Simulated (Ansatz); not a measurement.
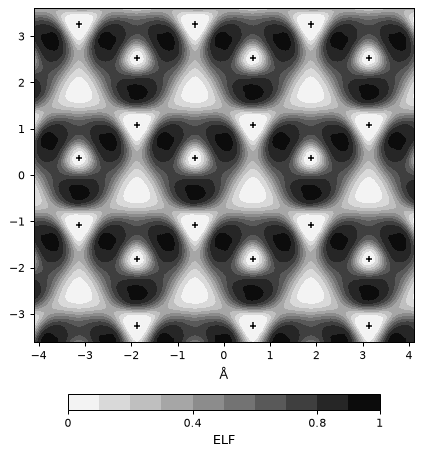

The electron localisation function on a plane through atoms (crosses mark nuclei in the plane).

Computed with Ansatz, DFT PBEsol, scalar-relativistic, plane waves, PAW.

Candidates:
A. WSe$_{2}$, a = 3.27 Å, b = 3.27 Å, c = 16.66 Å, α = 90.00°, β = 90.00°, γ = 120.00°. Space group P-6m2; a structure from a database of computed crystals, not necessarily the ambient phase.
B. BN, a = 2.50 Å, b = 2.50 Å, c = 10.44 Å, α = 90.00°, β = 90.00°, γ = 120.00°. Space group R3m; a structure from a database of computed crystals, not necessarily the ambient phase.

Which candidate gave the map?

Answer. Candidate B: BN on the (001) plane of the conventional cell, which holds B and N. B–N (1.45 Å): the ELF peaks at about 0.95 between the atoms, as expected for a polar covalent bond.
